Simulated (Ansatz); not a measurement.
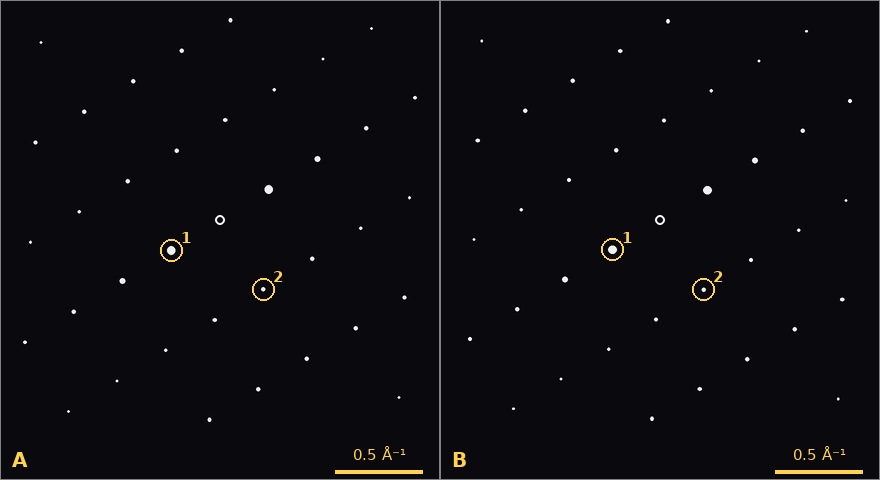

Kinematic electron diffraction patterns (120 kV, B = 0.5 Å², same scale) along [1-10] of the run's own cell, for the start and the end of one relaxation of S with DFT PBEsol, scalar-relativistic, plane waves, PAW in Ansatz 0.2.0. k mesh 9×9×22. The start is a generated model structure, and the relaxation ends in the nearest stationary point of its symmetry, not necessarily the ground state. Spot 1 is -1 -1 0 and spot 2 is 0 0 -1 in both.

Start structure:

```
S
1.0
     5.99645    0.00000    0.00000
    -2.99822    5.19307    0.00000
     0.00000    0.00000    2.10795
S
3
Direct
  0.00000 0.00000 0.00000
  0.33333 0.66667 0.50000
  0.66667 0.33333 0.50000
```

Question: Which pattern belongs to the start structure, and which to the relaxed one?

Answer: A is the start: its cell gives d(1) = 2.998 Å, d(2) = 2.108 Å and an angle of 90.0°. B is the relaxed structure, with d(1) = 3.076 Å (+2.6 %), d(2) = 2.100 Å (-0.4 %) and 90.0°.

Question: What did the relaxation do to the structure and the energy?

Answer: The volume changed by +4.9 % to 22.94 Å³ an atom; the fractional coordinates hardly changed; the space group stayed P6/mmm (No. 191); the free energy fell by 1.6 meV an atom. Relaxed cell: a = 6.152 Å, b = 6.152 Å, c = 2.100 Å, α = 90.00°, β = 90.00°, γ = 120.00°.
